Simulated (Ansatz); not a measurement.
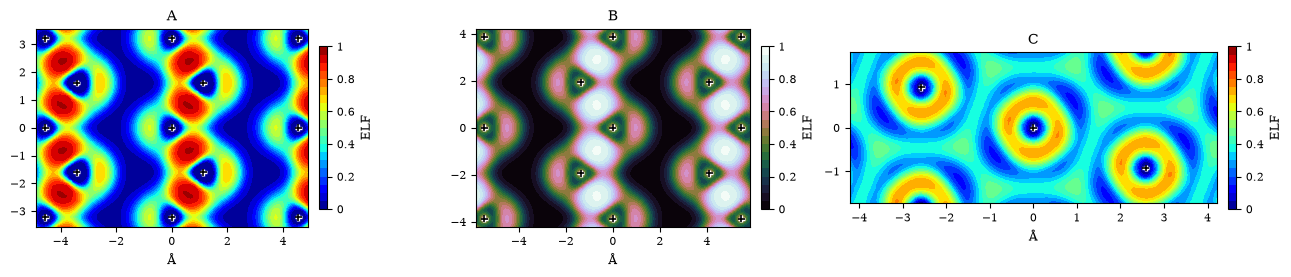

The ELF of 3 systems, each on a plane through atoms (crosses mark nuclei in the plane).

Theory: DFT PBE, scalar-relativistic, plane waves, PAW (Ansatz).

System 1: W, the (010) plane of the calculation cell. Space group R-3m; changed on purpose from its base cell (band edges of the strained film's bulk); computed pressure about 3 GPa in this cell.

```
W
1.0
     7.73541    0.00000    0.00000
    -3.86771    6.69906    0.00000
    -2.57847    0.00000    0.92502
W
3
Direct
  0.33333 0.66667 0.00000
  0.00000 0.00000 0.00000
  0.66667 0.33333 0.00000
```

System 2: Si, the (101) plane of the conventional cell. Space group Fd-3m.

```yaml
crystal:
  lattice:
    - [5.46976, 0.00000, 0.00000]
    - [0.00000, 5.46976, 0.00000]
    - [0.00000, 0.00000, 5.46976]
  atoms:
    - { symbol: Si, position: [0.00000, 0.00000, 0.00000] }
    - { symbol: Si, position: [0.50000, 0.50000, 0.00000] }
    - { symbol: Si, position: [0.50000, 0.00000, 0.50000] }
    - { symbol: Si, position: [0.00000, 0.50000, 0.50000] }
    - { symbol: Si, position: [0.25000, 0.25000, 0.25000] }
    - { symbol: Si, position: [0.75000, 0.75000, 0.25000] }
    - { symbol: Si, position: [0.75000, 0.25000, 0.75000] }
    - { symbol: Si, position: [0.25000, 0.75000, 0.75000] }
```

System 3: BP, the (110) plane of the conventional cell. Space group F-43m; a structure from a database of computed crystals, not necessarily the ambient phase.

```
CELL_PARAMETERS angstrom
4.54819 0.00000 0.00000
0.00000 0.00000 -4.54819
0.00000 4.54819 0.00000
ATOMIC_POSITIONS crystal
B 0.50000 0.50000 0.00000
B 0.00000 0.50000 0.50000
B 0.00000 0.00000 0.00000
B 0.50000 0.00000 0.50000
P 0.25000 0.75000 0.25000
P 0.75000 0.75000 0.75000
P 0.75000 0.25000 0.25000
P 0.25000 0.25000 0.75000
```

**Match each panel to its system.**

Panel A is system 3, BP: the plane holds B and P. B–P (1.97 Å): the ELF peaks at about 0.95 between the atoms: localised, covalent bonding. Panel B is system 2, Si: the plane holds Si. Si–Si (2.37 Å): the ELF peaks at about 0.95 between the atoms; a shared electron pair. Panel C is system 1, W: the plane holds W. W–W (2.74 Å): the ELF is about 0.40 at the midpoint.
